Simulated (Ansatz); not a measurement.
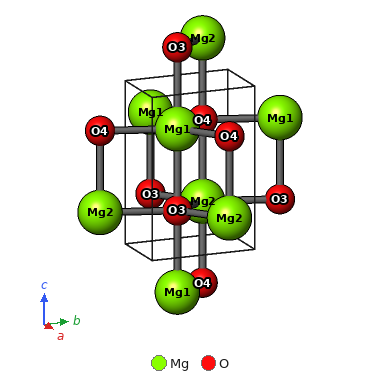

Two computed energy maps of cells of MgO. The picture above is the structure of the first map.

Map 1

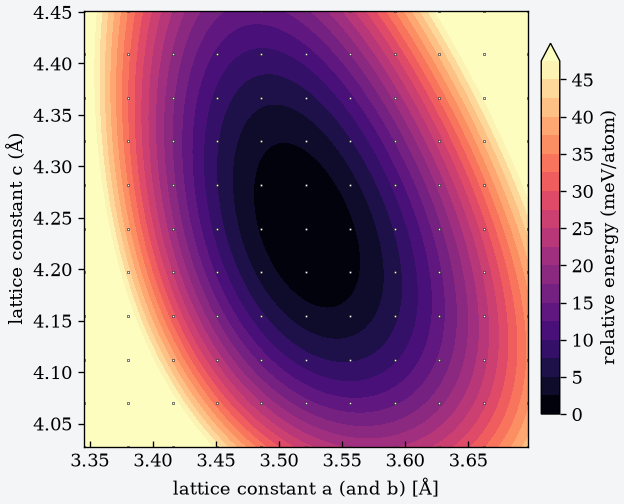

MgO (P6_3/mmc, No. 194; 4 atoms in the cell). 
- The energy is mapped over the lattice constants a and c of the conventional cell.
- The first coordinate is: lattice constant a (and b); the second: lattice constant c.
- Nothing is relaxed (symmetry fixes all fractional coordinates).
- The scan uses an 11 × 11 grid.
- Points are written as (first, second).
- Energies are in meV/atom, from the lowest grid point.
- The calculation used Ansatz 0.2.0, DFT PBE, scalar-relativistic, plane waves, PAW. Settings: cutoff 520 eV, k-mesh 9×9×6 in the order of the run's cell vectors, gaussian smearing 0.05 eV, no spin polarisation.

The picture shows filled contours, dots at the grid points, one colour for all values above the top of the scale. Between grid points the surface is interpolated.

Map 2

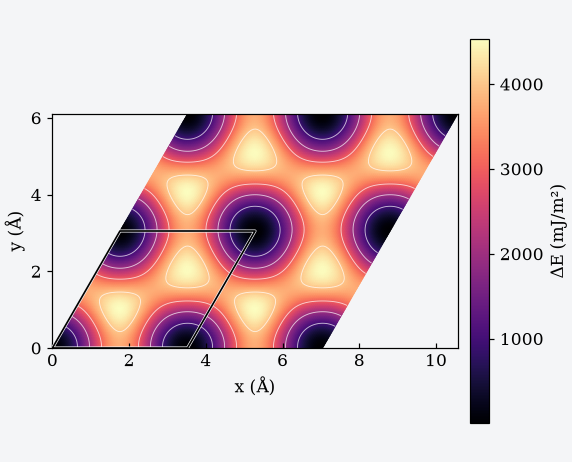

MgO (P6_3/mmc, No. 194; 12 atoms in the cell). Gamma surface: rigid slide across a plane, one fault a cell; the plane is (0 0 1) of the conventional cell, and the faces at the cut hold Mg/O and Mg/O. Places are given modulo a cell vector. The map is drawn in real space over the plane of the slide. Nothing is relaxed (rigid halves, spacing across the cut fixed). The grid has 12 × 12 points; 31 points were computed and 113 follow by symmetry. Energies are in mJ/m², from the lowest grid point. This map comes from DFT PBE, scalar-relativistic, plane waves, PAW in Ansatz. Settings: cutoff 520 eV, k-mesh 7×7×2 in the order of the run's cell vectors, gaussian smearing 0.05 eV, no spin polarisation.

The picture shows a smooth colour map with a few white contour lines, the outline of one cell of the 2 × 2 shown. Between grid points the surface is interpolated.

What does each map show?

Answer. Map 1: The lowest grid point is at (3.521 Å, 4.239 Å). No other kind of well shows on this grid. The highest grid point, (3.345 Å, 4.027 Å), lies 116 meV/atom above the lowest. Round the minimum the valley is somewhat tilted: raising lattice constant a (and b) shifts the best value of lattice constant c downwards (coupling k₁₂/√(k₁₁k₂₂) about 0.4). The gap on the k-mesh is 3.3 eV at the lowest point and runs from 2.6 to 4.1 eV over the map.
Map 2: The lowest grid point is at (0/12, 0/12) of the cell vectors. It is the only kind of minimum in the scanned range. The highest grid point, (4/12, 4/12) of the cell vectors, lies 4536 mJ/m² above the lowest. On the interpolated surface the easiest way out of the lowest well to its copy in the next cell or period passes a barrier of about 3700 mJ/m². The gap on the k-mesh is 3.3 eV at the lowest point and runs from 0.9 to 3.3 eV over the map.

Maps 1, 2 start from a relaxed reference structure. Do they show a way to lower its energy?

Answer. No. In each of them the reference is the lowest point, within the accuracy of the grid, so it is stable against the distortions scanned (other distortions weren't tried).

PAW datasets: the set soft_1.
